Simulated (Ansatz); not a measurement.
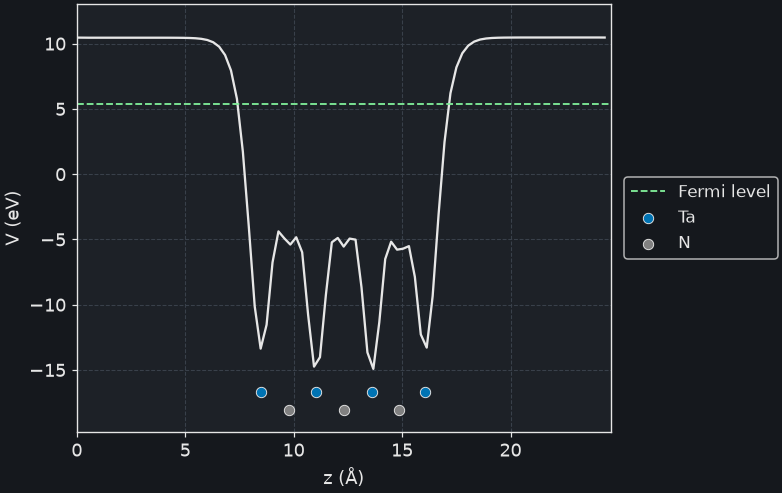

Plane-averaged electrostatic potential energy of an electron across the slab; circles at the bottom mark the heights of the atoms (positions after relaxation).

The Ansatz input:

```
crystal:
  lattice:
    - [3.1088180366, 0.0, 0.0]
    - [-1.5544090183, 2.6923153954, 0.0]
    - [0.0, 0.0, 24.6150178928]
  atoms:
    - { symbol: Ta, position: [0.3333333333, 0.6666666667, 0.3453176446] }
    - { symbol: "N", position: [0.6666666667, 0.3333333333, 0.3968784297] }
    - { symbol: Ta, position: [0.0, 0.0, 0.4484392149] }
    - { symbol: "N", position: [0.3333333333, 0.6666666667, 0.5] }
    - { symbol: Ta, position: [0.6666666667, 0.3333333333, 0.5515607851] }
    - { symbol: "N", position: [0.0, 0.0, 0.6031215703] }
    - { symbol: Ta, position: [0.3333333333, 0.6666666667, 0.6546823554] }
basis:
  ecutwfc: 500
kpoints:
  mp_grid: { grid: [9, 9, 1] }
hamiltonian:
  xc: r2scan
scf:
  occupations: { method: gaussian, width: 0.1 }
output:
  forces: true
  eigenvalues: true
  write_density: true
  write_potential: true
  elf: true
  volumetric_format: npy
relax:
  adjacent_minimum: "off"
  f_tol: 0.03
  max_steps: 70
  constraints: [{ sites: [0, 1, 2] }]
efield:
  axis: 3
  dipole_correction: true
  ramp_width: 0.04
```

Command:
```bash
ansatz run input.yaml --threads 2 --pin off --max-ram 5120MiB --backend cpu --events-out ev --progress --plain --runs-dir out
```

Q: Read off the work function of each face.

A: The work function is 5.06 eV, the same on both faces. The two vacuum levels agree, so the slab has no net dipole along its normal.

Q: How thick are slab and vacuum?

A: The outermost atoms are 7.6 Å apart, which leaves 17.0 Å of vacuum in a cell 24.6 Å high.

The electron count is odd and the run has no spin polarisation, so a magnetic state may lie lower. Spin-orbit coupling is left out, which matters for Ta.
